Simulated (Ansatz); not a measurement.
## Geometry relaxation, with input and output: HfO$_{2}$ (part 1 of 4)

- system: HfO$_{2}$ (slab, 24 atoms in the cell)
- method: DFT PBE+D3(BJ), scalar-relativistic, plane waves, PAW, no spin polarisation (Ansatz 0.2.0)

The structure derives from an entry of the Crystallography Open Database. The input holds or restrains some coordinates. Forces given for the steps count only the free coordinates. It belongs to a series of runs on one base structure; here: clean slab, lower planes held. Figures and captions count atoms from 1; the log counts them from 0 in places.

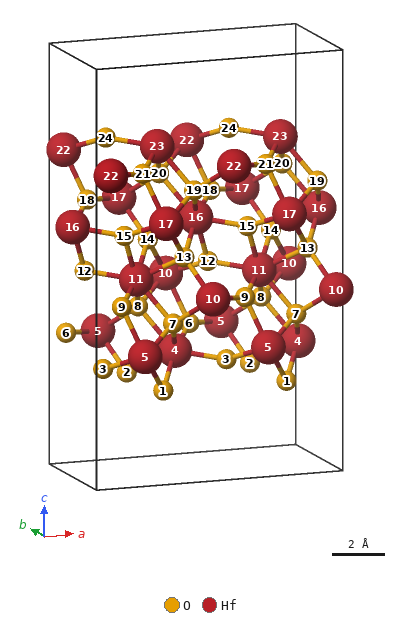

Fig. 1: The input geometry (ball-and-stick view of the 2 × 1 repeat of the cell, with the vacuum cut short, seen slightly off an axis; atoms are numbered from 1 in the order of the input). An atom can appear more than once, as a periodic image.

Results in brief:

```csv
quantity,value
outcome,converged under the restraints of the input
electrons treated,304
free energy,−134885.4084 eV
"work function, top face",4.22 eV
"work function, bottom face",8.13 eV
Fermi energy,2.967 eV
gap on the k-point mesh,none (metallic)
final volume,686.60 Å³
work function (upper face),4.22 eV
"largest force (length of the vector) at the end, held atoms and coordinates included",4.464 eV/Å
hardware,"8 threads of Intel Xeon @ 2.50GHz (Skylake/Cascade Lake), 32 GiB of memory available, shared host"
wall time,1.8 min (CPU time 14 min)
peak memory,2.9 GiB
```

Remarks:

Warnings of the run: the exchange-correlation potential is rough where the density is thin. Spin–orbit coupling is left out, which matters for Hf.

Input file:
```yaml
crystal:
  lattice:
    - [5.126095951, 0.0, 0.0]
    - [0.0, 5.2021810339, 0.0]
    - [0.0, 0.0, 25.7472087125]
  atoms:
    - { symbol: O, position: [0.6347922139, 0.2419181659, 0.3107132928] }
    - { symbol: O, position: [0.5361300045, 0.7580818341, 0.3191816938] }
    - { symbol: O, position: [0.1832406025, 0.3358219387, 0.3470858552] }
    - { symbol: Hf, position: [0.8445046138, 0.5424419743, 0.3572637925] }
    - { symbol: Hf, position: [0.4118787139, 0.0424419743, 0.3742505881] }
    - { symbol: O, position: [0.0731427251, 0.8358219387, 0.3844285253] }
    - { symbol: O, position: [0.7202533231, 0.2580818341, 0.4123326868] }
    - { symbol: O, position: [0.6215911137, 0.7419181659, 0.4208010877] }
    - { symbol: O, position: [0.2687017117, 0.1641780613, 0.4487052492] }
    - { symbol: Hf, position: [0.929965723, 0.9575580257, 0.4588831864] }
    - { symbol: Hf, position: [0.4973398231, 0.4575580257, 0.475869982] }
    - { symbol: O, position: [0.1586038343, 0.6641780613, 0.4860479193] }
    - { symbol: O, position: [0.8057144323, 0.2419181659, 0.5139520807] }
    - { symbol: O, position: [0.7070522229, 0.7580818341, 0.5224204817] }
    - { symbol: O, position: [0.3541628209, 0.3358219387, 0.5503246431] }
    - { symbol: Hf, position: [0.0154268322, 0.5424419743, 0.5605025804] }
    - { symbol: Hf, position: [0.5828009323, 0.0424419743, 0.577489376] }
    - { symbol: O, position: [0.2440649436, 0.8358219387, 0.5876673132] }
    - { symbol: O, position: [0.8911755415, 0.2580818341, 0.6155714747] }
    - { symbol: O, position: [0.7925133322, 0.7419181659, 0.6240398756] }
    - { symbol: O, position: [0.4396239301, 0.1641780613, 0.6519440371] }
    - { symbol: Hf, position: [0.1008879414, 0.9575580257, 0.6621219743] }
    - { symbol: Hf, position: [0.6682620415, 0.4575580257, 0.6791087699] }
    - { symbol: O, position: [0.3295260528, 0.6641780613, 0.6892867072] }
basis:
  ecutwfc: 420
kpoints:
  mp_grid: { grid: [3, 3, 1] }
hamiltonian:
  xc: pbe
  dispersion: d3bj
scf:
  occupations: { method: gaussian, width: 0.05 }
output:
  forces: true
  eigenvalues: true
  write_density: true
  write_potential: true
  elf: true
  volumetric_format: npy
relax:
  adjacent_minimum: "off"
  f_tol: 0.03
  max_steps: 70
  constraints: [{ sites: [0, 1, 2, 3, 4, 5, 6, 7, 8, 9, 10, 11] }]
efield:
  axis: 3
  dipole_correction: true
  ramp_width: 0.04
```

Launched with:
```bash
ansatz run input.yaml --threads 8 --pin off --max-ram 20480MiB --backend cpu --events-out ev --progress --plain --runs-dir out
```

Output:
```
Engine: ansatz 0.2.0, x86_64-unknown-linux-gnu
Pseudopotentials: kind: paw
Pseudopotential: O, paw, valence charge 6, recommended cutoff 420 eV (normal), O.paw.azcp
Pseudopotential: Hf, paw, valence charge 26, recommended cutoff 420 eV (normal), Hf.paw.azcp
Functional definition: PBE
  parameter kappa = 0.804
  parameter beta = 0.06672455060314922
  exchange = pbe_x(kappa = kappa, mu = beta*pi^2/3)
  correlation = pbe_c(beta = beta)
Crystal: 24 atoms, lattice volume = 686.598 Å³
Basis set: ecut = 420 eV, 13447 PW (Γ), exchange–correlation on 72×72×360 points (8 copies of the dense FFT grid, shifted against one another)
Bands: 183, of which v1, the nominal top of the filled ones, is band 152 counted from 1 (151 counted from 0)
Symmetry: 1 space group operations
Space group: P1 (ITA 1), of the structure as read, at distance tolerance 8.8e-5 Å
k-points: 5 of 9 (time reversal used)
Non-local potential: O, projectors of the file, l = 0: 2, l = 1: 2, l = 2: 1
Non-local potential: Hf, projectors of the file, l = 0: 3, l = 1: 2, l = 2: 2, l = 3: 3
PAW form: soft (Blöchl's): semilocal exchange-correlation on the pseudo side does not see the compensation charge
PAW one-centre angular grid: O, 110 points (default); XC on 64 Gauss nodes
PAW one-centre angular grid: Hf, 590 points (default); XC on 64 Gauss nodes
Initial density: superposition of atomic densities (neutral atoms: chi_scale 0, normalization atom), corrected by the library's trained network
Initial wavefunctions: pseudopotential atomic-orbital guess
Functional: x = pbe(κ = 0.804, μ = 0.2195149727645171), c = pbe(β = 0.06672455060314922)
SCF iter   1: F=—  HF=-134884.717397 eV  |F-HF|=—  |Δ(HF+E_count)|=         —  Δρ=8.71e-3  dr2=5.86e0  ethr=1.77e-3  p=0.543 e·Å  D=1.43e-1 V/Å  ΔV_dip=-3.69 eV  dr2_dipole=3.37e0  V_vac-E_F(+/−)=4.59/8.27 eV  ⟨swp⟩=6.4  Hψ=3364  notcnv=0  defer=74
efield: sawtooth ramp at fractional position 0.9800 (placed from the atoms, in the widest stretch of the axis that holds none; the zero of the levels goes with the place), width 0.0400; the density the first Hamiltonian is built on has a dipole p = 0.543 e·Å; the dipole correction subtracts the counter field D = 1.43e-1 V/Å, which shifts the + side's vacuum level by -3.69 eV against the − side's; the planar-averaged density in the ramp window peaks in size at 9.4e-6 e/Å³
preconditioner: auto → LDOS  [insulator: Δε(μ)=0.065 eV  Ē_g=17.209 eV  σ=0.050 eV  W_gap=0.63  n_scr=138 (ndim 8)  ℏωp=24.0 eV  f_vac=0.548  D(μ)=9.10/eV (n_scr^D=40)  ε∞_Penn≈3.0  β→1.0]
SCF iter   2: F=—  HF=-134884.534516 eV  |F-HF|=—  |Δ(HF+E_count)|=   1.83e-1  Δρ=9.79e-3  dr2=2.13e0  ethr=1.77e-3  p=0.573 e·Å  D=1.51e-1 V/Å  ΔV_dip=-3.89 eV  dr2_dipole=9.54e-1  V_vac-E_F(+/−)=4.21/8.10 eV  ⟨swp⟩=2.0  Hψ=1089  notcnv=0  defer=127
SCF iter   3: F=—  HF=-134884.522428 eV  |F-HF|=—  |Δ(HF+E_count)|=   1.21e-2  Δρ=5.15e-3  dr2=3.08e-1  ethr=7.00e-4  p=0.588 e·Å  D=1.55e-1 V/Å  ΔV_dip=-3.99 eV  dr2_dipole=5.41e-3  V_vac-E_F(+/−)=4.14/8.13 eV  ⟨swp⟩=2.0  Hψ=1085  notcnv=0  defer=127
SCF iter   4: F=—  HF=-134884.473818 eV  |F-HF|=—  |Δ(HF+E_count)|=   4.86e-2  Δρ=1.82e-3  dr2=1.39e-1  ethr=1.01e-4  p=0.575 e·Å  D=1.52e-1 V/Å  ΔV_dip=-3.90 eV  dr2_dipole=6.87e-2  V_vac-E_F(+/−)=4.25/8.15 eV  ⟨swp⟩=3.0  Hψ=1500  notcnv=0  defer=127
SCF iter   5: F=—  HF=-134884.471299 eV  |F-HF|=—  |Δ(HF+E_count)|=   2.52e-3  Δρ=1.66e-3  dr2=2.07e-2  ethr=4.57e-5  p=0.581 e·Å  D=1.53e-1 V/Å  ΔV_dip=-3.94 eV  dr2_dipole=1.61e-3  V_vac-E_F(+/−)=4.22/8.16 eV  ⟨swp⟩=2.2  Hψ=1114  notcnv=0  defer=123
SCF iter   6: F=—  HF=-134884.470574 eV  |F-HF|=—  |Δ(HF+E_count)|=   7.26e-4  Δρ=1.29e-3  dr2=1.79e-2  ethr=6.82e-6  p=0.582 e·Å  D=1.53e-1 V/Å  ΔV_dip=-3.95 eV  dr2_dipole=4.09e-3  V_vac-E_F(+/−)=4.22/8.17 eV  ⟨swp⟩=2.0  Hψ=993  notcnv=0  defer=123
SCF iter   7: F=—  HF=-134884.470772 eV  |F-HF|=—  |Δ(HF+E_count)|=   1.98e-4  Δρ=7.78e-4  dr2=5.88e-3  ethr=5.87e-6  p=0.582 e·Å  D=1.53e-1 V/Å  ΔV_dip=-3.95 eV  dr2_dipole=1.09e-4  V_vac-E_F(+/−)=4.23/8.18 eV  ⟨swp⟩=1.6  Hψ=808  notcnv=0  defer=123
SCF iter   8: F=—  HF=-134884.471045 eV  |F-HF|=—  |Δ(HF+E_count)|=   2.73e-4  Δρ=5.07e-4  dr2=2.56e-3  ethr=1.94e-6  p=0.583 e·Å  D=1.54e-1 V/Å  ΔV_dip=-3.95 eV  dr2_dipole=5.94e-5  V_vac-E_F(+/−)=4.23/8.18 eV  ⟨swp⟩=2.0  Hψ=984  notcnv=0  defer=123
SCF iter   9: F=—  HF=-134884.471409 eV  |F-HF|=—  |Δ(HF+E_count)|=   3.64e-4  Δρ=3.79e-4  dr2=1.47e-3  ethr=8.42e-7  p=0.583 e·Å  D=1.54e-1 V/Å  ΔV_dip=-3.95 eV  dr2_dipole=1.73e-4  V_vac-E_F(+/−)=4.23/8.19 eV  ⟨swp⟩=2.0  Hψ=1278  notcnv=0  defer=123
SCF iter  10: F=—  HF=-134884.471432 eV  |F-HF|=—  |Δ(HF+E_count)|=   2.26e-5  Δρ=2.42e-4  dr2=6.09e-4  ethr=4.83e-7  p=0.582 e·Å  D=1.53e-1 V/Å  ΔV_dip=-3.95 eV  dr2_dipole=8.41e-5  V_vac-E_F(+/−)=4.24/8.19 eV  ⟨swp⟩=2.0  Hψ=910  notcnv=0  defer=123
SCF iter  11: F=—  HF=-134884.471481 eV  |F-HF|=—  |Δ(HF+E_count)|=   4.94e-5  Δρ=1.34e-4  dr2=1.70e-4  ethr=2.00e-7  p=0.581 e·Å  D=1.53e-1 V/Å  ΔV_dip=-3.94 eV  dr2_dipole=9.22e-6  V_vac-E_F(+/−)=4.24/8.19 eV  ⟨swp⟩=2.0  Hψ=863  notcnv=0  defer=123
SCF iter  12: F=—  HF=-134884.471544 eV  |F-HF|=—  |Δ(HF+E_count)|=   6.26e-5  Δρ=8.51e-5  dr2=1.89e-4  ethr=5.60e-8  p=0.581 e·Å  D=1.53e-1 V/Å  ΔV_dip=-3.94 eV  dr2_dipole=9.94e-5  V_vac-E_F(+/−)=4.24/8.18 eV  ⟨swp⟩=2.0  Hψ=1331  notcnv=0  defer=123
SCF iter  13: F=-134884.471550 eV  HF=-134884.471545 eV  |F-HF|=5.23e-6  |Δ(HF+E_count)|=   9.35e-7  Δρ=3.25e-5  dr2=9.93e-6  ethr=7.40e-9  p=0.581 e·Å  D=1.53e-1 V/Å  ΔV_dip=-3.94 eV  dr2_dipole=8.67e-8  V_vac-E_F(+/−)=4.24/8.18 eV  ⟨swp⟩=22.8  Hψ=10417  notcnv=0
SCF 1 converged in 13 iterations: F = -134884.471550 eV  dr2 = 9.93e-6
  greatest PAW one-centre occupation: 0.999 electrons in one spin orbital (limit 2), on the Hf atom at site 9 (counted from 0), in its partial waves of l = 0
relax step   1: F+E_penalty+E_count = -134884.47154992 eV  Δ(F+E_penalty+E_count) = +0.000e0 eV  max|allowed force component| = 2.366e0 eV/Å  Δτ_max = 0.0000 Å  (13 SCF iters, dr2 threshold 2.25e-5 eV, accepted)
Initial density: handed on by an earlier stage of this run
Initial wavefunctions: those handed on with the density
iter 1 solved again at ethr=9.82e-4 eV; its pass at ethr=3.10e-3 eV (dr2=2.98e0 eV) is discarded
SCF iter   1: F=—  HF=-134885.476620 eV  |F-HF|=—  |Δ(HF+E_count)|=         —  Δρ=1.09e-2  dr2=2.99e0  ethr=9.82e-4  p=0.581 e·Å  D=1.53e-1 V/Å  ΔV_dip=-3.94 eV  dr2_dipole=1.22e0  V_vac-E_F(+/−)=4.16/8.10 eV  ⟨swp⟩=1.0  Hψ=2976  notcnv=0  defer=103
efield: sawtooth ramp at fractional position 0.9800 (handed on by an earlier solve), width 0.0400; the density the first Hamiltonian is built on has a dipole p = 0.581 e·Å; the dipole correction subtracts the counter field D = 1.53e-1 V/Å, which shifts the + side's vacuum level by -3.94 eV against the − side's; the planar-averaged density in the ramp window peaks in size at 1.1e-6 e/Å³
preconditioner: auto → LDOS  [metal: Δε(μ)=0.043 eV  Ē_g=17.219 eV  σ=0.050 eV  W_gap=0.45  n_scr=138 (ndim 8)  ℏωp=24.0 eV  f_vac=0.552  D(μ)=9.68/eV (n_scr^D=48)  β→1.0]
SCF iter   2: F=—  HF=-134885.362643 eV  |F-HF|=—  |Δ(HF+E_count)|=   1.14e-1  Δρ=9.05e-3  dr2=2.13e0  ethr=9.82e-4  p=0.603 e·Å  D=1.59e-1 V/Å  ΔV_dip=-4.09 eV  dr2_dipole=9.59e-1  V_vac-E_F(+/−)=4.11/8.20 eV  ⟨swp⟩=3.4  Hψ=2393  notcnv=0  defer=121
SCF iter   3: F=—  HF=-134885.299530 eV  |F-HF|=—  |Δ(HF+E_count)|=   6.31e-2  Δρ=4.12e-3  dr2=2.31e-1  ethr=7.01e-4  p=0.588 e·Å  D=1.55e-1 V/Å  ΔV_dip=-3.99 eV  dr2_dipole=3.85e-2  V_vac-E_F(+/−)=4.18/8.17 eV  ⟨swp⟩=2.8  Hψ=1074  notcnv=0  defer=127
SCF iter   4: F=—  HF=-134885.280981 eV  |F-HF|=—  |Δ(HF+E_count)|=   1.85e-2  Δρ=2.60e-3  dr2=1.04e-1  ethr=7.59e-5  p=0.587 e·Å  D=1.55e-1 V/Å  ΔV_dip=-3.98 eV  dr2_dipole=9.81e-3  V_vac-E_F(+/−)=4.18/8.17 eV  ⟨swp⟩=2.4  Hψ=1544  notcnv=0  defer=127
SCF iter   5: F=—  HF=-134885.276141 eV  |F-HF|=—  |Δ(HF+E_count)|=   4.84e-3  Δρ=2.20e-3  dr2=7.33e-2  ethr=3.42e-5  p=0.584 e·Å  D=1.54e-1 V/Å  ΔV_dip=-3.96 eV  dr2_dipole=1.24e-2  V_vac-E_F(+/−)=4.20/8.16 eV  ⟨swp⟩=2.0  Hψ=1381  notcnv=0  defer=127
SCF iter   6: F=—  HF=-134885.270378 eV  |F-HF|=—  |Δ(HF+E_count)|=   5.76e-3  Δρ=1.45e-3  dr2=3.86e-2  ethr=2.41e-5  p=0.579 e·Å  D=1.53e-1 V/Å  ΔV_dip=-3.93 eV  dr2_dipole=7.90e-3  V_vac-E_F(+/−)=4.23/8.16 eV  ⟨swp⟩=2.0  Hψ=1221  notcnv=0  defer=127
SCF iter   7: F=—  HF=-134885.271064 eV  |F-HF|=—  |Δ(HF+E_count)|=   6.87e-4  Δρ=9.99e-4  dr2=1.13e-2  ethr=1.27e-5  p=0.575 e·Å  D=1.52e-1 V/Å  ΔV_dip=-3.90 eV  dr2_dipole=2.99e-5  V_vac-E_F(+/−)=4.25/8.15 eV  ⟨swp⟩=2.6  Hψ=1359  notcnv=0  defer=125
SCF iter   8: F=—  HF=-134885.272387 eV  |F-HF|=—  |Δ(HF+E_count)|=   1.32e-3  Δρ=5.48e-4  dr2=5.25e-3  ethr=3.73e-6  p=0.573 e·Å  D=1.51e-1 V/Å  ΔV_dip=-3.89 eV  dr2_dipole=1.96e-3  V_vac-E_F(+/−)=4.25/8.14 eV  ⟨swp⟩=3.0  Hψ=1412  notcnv=0  defer=125
SCF iter   9: F=—  HF=-134885.272846 eV  |F-HF|=—  |Δ(HF+E_count)|=   4.60e-4  Δρ=3.45e-4  dr2=1.54e-3  ethr=1.73e-6  p=0.574 e·Å  D=1.51e-1 V/Å  ΔV_dip=-3.89 eV  dr2_dipole=1.96e-4  V_vac-E_F(+/−)=4.25/8.14 eV  ⟨swp⟩=2.2  Hψ=1350  notcnv=0  defer=125
SCF iter  10: F=—  HF=-134885.272967 eV  |F-HF|=—  |Δ(HF+E_count)|=   1.20e-4  Δρ=2.06e-4  dr2=5.85e-4  ethr=5.06e-7  p=0.575 e·Å  D=1.51e-1 V/Å  ΔV_dip=-3.90 eV  dr2_dipole=1.63e-4  V_vac-E_F(+/−)=4.25/8.15 eV  ⟨swp⟩=2.4  Hψ=1387  notcnv=0  defer=125
SCF iter  11: F=—  HF=-134885.273087 eV  |F-HF|=—  |Δ(HF+E_count)|=   1.21e-4  Δρ=1.17e-4  dr2=2.00e-4  ethr=1.93e-7  p=0.576 e·Å  D=1.52e-1 V/Å  ΔV_dip=-3.91 eV  dr2_dipole=4.29e-5  V_vac-E_F(+/−)=4.24/8.15 eV  ⟨swp⟩=2.6  Hψ=1360  notcnv=0  defer=125
SCF iter  12: F=-134885.273165 eV  HF=-134885.273168 eV  |F-HF|=3.07e-6  |Δ(HF+E_count)|=   8.07e-5  Δρ=6.24e-5  dr2=4.80e-5  ethr=3.29e-8  p=0.577 e·Å  D=1.52e-1 V/Å  ΔV_dip=-3.91 eV  dr2_dipole=2.93e-6  V_vac-E_F(+/−)=4.24/8.15 eV  ⟨swp⟩=22.4  Hψ=11136  notcnv=0
SCF 2 converged in 12 iterations: F = -134885.273165 eV  dr2 = 4.80e-5
  greatest PAW one-centre occupation: 0.999 electrons in one spin orbital (limit 2), on the Hf atom at site 15 (counted from 0), in its partial waves of l = 0
relax step   2: F+E_penalty+E_count = -134885.27316499 eV  Δ(F+E_penalty+E_count) = -8.016e-1 eV  max|allowed force component| = 7.543e-1 eV/Å  Δτ_max = 0.1943 Å  (12 SCF iters, dr2 threshold 1.00e-4 eV, accepted)
[... from here on the SCF iterations and repeated set-up lines of each step are left out, up to the last step ...]
SCF 3 converged in 12 iterations: F = -134885.377773 eV  dr2 = 8.77e-6
relax step   3: F+E_penalty+E_count = -134885.37777251 eV  Δ(F+E_penalty+E_count) = -1.046e-1 eV  max|allowed force component| = 2.311e-1 eV/Å  Δτ_max = 0.0867 Å  (12 SCF iters, dr2 threshold 3.56e-5 eV, accepted)
SCF 4 converged in 12 iterations: F = -134885.397852 eV  dr2 = 7.78e-7
relax step   4: F+E_penalty+E_count = -134885.39785233 eV  Δ(F+E_penalty+E_count) = -2.008e-2 eV  max|allowed force component| = 1.491e-1 eV/Å  Δτ_max = 0.0489 Å  (12 SCF iters, dr2 threshold 5.01e-6 eV, accepted)
SCF 5 converged in 11 iterations: F = -134885.403571 eV  dr2 = 1.91e-6
relax step   5: F+E_penalty+E_count = -134885.40357139 eV  Δ(F+E_penalty+E_count) = -5.719e-3 eV  max|allowed force component| = 1.324e-1 eV/Å  Δτ_max = 0.0549 Å  (11 SCF iters, dr2 threshold 2.09e-6 eV, accepted)
SCF 6 converged in 10 iterations: F = -134885.407086 eV  dr2 = 6.39e-6
relax step   6: F+E_penalty+E_count = -134885.40708632 eV  Δ(F+E_penalty+E_count) = -3.515e-3 eV  max|allowed force component| = 7.809e-2 eV/Å  Δτ_max = 0.0366 Å  (10 SCF iters, dr2 threshold 7.30e-6 eV, accepted)
SCF 7 converged in 9 iterations: F = -134885.408443 eV  dr2 = 1.88e-6
relax step   7: F+E_penalty+E_count = -134885.40844292 eV  Δ(F+E_penalty+E_count) = -1.357e-3 eV  max|allowed force component| = 1.611e-2 eV/Å  Δτ_max = 0.0159 Å  (9 SCF iters, dr2 threshold 2.12e-6 eV, accepted)
iter 1 solved again at ethr=6.11e-10 eV; its pass at ethr=3.10e-3 eV (dr2=1.86e-6 eV) is discarded
SCF iter   1: F=—  HF=-134885.408472 eV  |F-HF|=—  |Δ(HF+E_count)|=         —  Δρ=1.29e-5  dr2=1.86e-6  ethr=6.11e-10  p=0.576 e·Å  D=1.52e-1 V/Å  ΔV_dip=-3.91 eV  dr2_dipole=3.98e-8  V_vac-E_F(+/−)=4.22/8.13 eV  ⟨swp⟩=1.0  Hψ=2150  notcnv=0
efield: sawtooth ramp at fractional position 0.9800 (handed on by an earlier solve), width 0.0400; the density the first Hamiltonian is built on has a dipole p = 0.576 e·Å; the dipole correction subtracts the counter field D = 1.52e-1 V/Å, which shifts the + side's vacuum level by -3.91 eV against the − side's; the planar-averaged density in the ramp window peaks in size at 2.4e-6 e/Å³
preconditioner: auto → LDOS  [metal: Δε(μ)=0.035 eV  Ē_g=17.258 eV  σ=0.050 eV  W_gap=0.37  n_scr=138 (ndim 8)  ℏωp=24.0 eV  f_vac=0.552  D(μ)=14.06/eV (n_scr^D=94)  β→1.0]
SCF iter   2: F=—  HF=-134885.408444 eV  |F-HF|=—  |Δ(HF+E_count)|=   2.79e-5  Δρ=2.26e-5  dr2=3.79e-6  ethr=6.11e-10  p=0.576 e·Å  D=1.52e-1 V/Å  ΔV_dip=-3.91 eV  dr2_dipole=7.74e-8  V_vac-E_F(+/−)=4.22/8.13 eV  ⟨swp⟩=2.0  Hψ=1446  notcnv=0
SCF iter   3: F=—  HF=-134885.408444 eV  |F-HF|=—  |Δ(HF+E_count)|=   6.30e-7  Δρ=7.56e-6  dr2=7.81e-7  ethr=6.11e-10  p=0.576 e·Å  D=1.52e-1 V/Å  ΔV_dip=-3.91 eV  dr2_dipole=2.12e-8  V_vac-E_F(+/−)=4.22/8.13 eV  ⟨swp⟩=2.0  Hψ=1380  notcnv=0
SCF iter   4: F=—  HF=-134885.408444 eV  |F-HF|=—  |Δ(HF+E_count)|=   2.11e-7  Δρ=9.29e-6  dr2=8.06e-7  ethr=2.57e-10  p=0.576 e·Å  D=1.52e-1 V/Å  ΔV_dip=-3.91 eV  dr2_dipole=1.07e-9  V_vac-E_F(+/−)=4.22/8.13 eV  ⟨swp⟩=2.0  Hψ=1437  notcnv=0
SCF iter   5: F=—  HF=-134885.408444 eV  |F-HF|=—  |Δ(HF+E_count)|=   2.38e-8  Δρ=3.40e-6  dr2=1.30e-7  ethr=2.57e-10  p=0.576 e·Å  D=1.52e-1 V/Å  ΔV_dip=-3.91 eV  dr2_dipole=1.19e-10  V_vac-E_F(+/−)=4.22/8.13 eV  ⟨swp⟩=3.0  Hψ=1369  notcnv=0
SCF iter   6: F=-134885.408444 eV  HF=-134885.408444 eV  |F-HF|=2.55e-8  |Δ(HF+E_count)|=   3.22e-8  Δρ=2.81e-6  dr2=7.41e-8  ethr=3.29e-11  p=0.576 e·Å  D=1.52e-1 V/Å  ΔV_dip=-3.91 eV  dr2_dipole=4.57e-10  V_vac-E_F(+/−)=4.22/8.13 eV  ⟨swp⟩=12.2  Hψ=7898  notcnv=0
SCF 8 converged in 6 iterations: F = -134885.408444 eV  dr2 = 7.41e-8
relax step   8: F+E_penalty+E_count = -134885.40844398 eV  Δ(F+E_penalty+E_count) = -1.057e-6 eV  max|allowed force component| = 1.659e-2 eV/Å  Δτ_max = 0.0000 Å  (6 SCF iters, accepted)
```

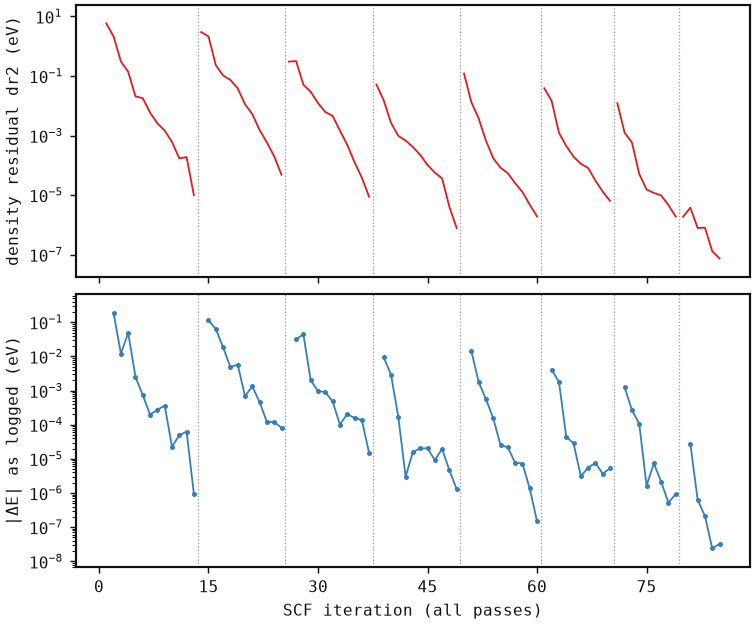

Fig. 2: Convergence of the self-consistent field: density residual dr2 and size of the energy change against the SCF iteration. The dotted lines part the SCF passes of the relaxation: geometry steps, rejected trials and re-solves on a re-selected basis. The 8 passes take 6 to 13 iterations each, 85 in all.
